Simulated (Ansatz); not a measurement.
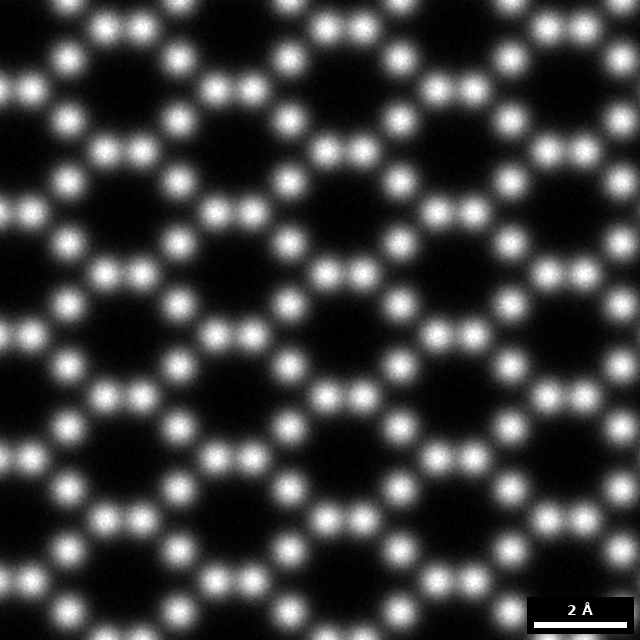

HAADF-like image of W (P6_3/mmc, No. 194). Simulation: incoherent imaging, intensity Z^1.7 per atom, probe width 0.57 Å, thin sample. The probe carries 15 % of its weight in a tail 2.5 times as wide. Shot noise was added. Structure used: the end point of a relaxation with DFT, revPBE, plane waves (420 eV) with PAW, scalar-relativistic (Ansatz); the starting structure was generated, so it need not be a known form of this composition.

```cif
data_structure
_symmetry_space_group_name_H-M 'P6_3/mmc'
_symmetry_Int_Tables_number 194
_cell_length_a 2.7938
_cell_length_b 2.7938
_cell_length_c 9.8538
_cell_angle_alpha 90.000
_cell_angle_beta 90.000
_cell_angle_gamma 120.000
_cell_volume 66.61
loop_
_atom_site_label
_atom_site_type_symbol
_atom_site_symmetry_multiplicity
_atom_site_Wyckoff_symbol
_atom_site_fract_x
_atom_site_fract_y
_atom_site_fract_z
_atom_site_occupancy
W1 W 2 a 0.00000 0.00000 0.00000 1
W2 W 2 c 0.33333 0.66667 0.25000 1
```

**Along which zone axis is the crystal seen: [201], [210], [310] or [101]? (Directions equivalent by symmetry count as one.)**

[101]. The projected cells are 2.43 × 2.71 Å, 117° for [201]; 1.40 × 2.46 Å, 90° for [210]; 0.91 × 9.85 Å, 90° for [310]; 2.69 × 2.77 Å, 119° for [101], and the image repeats as the [101] one does.
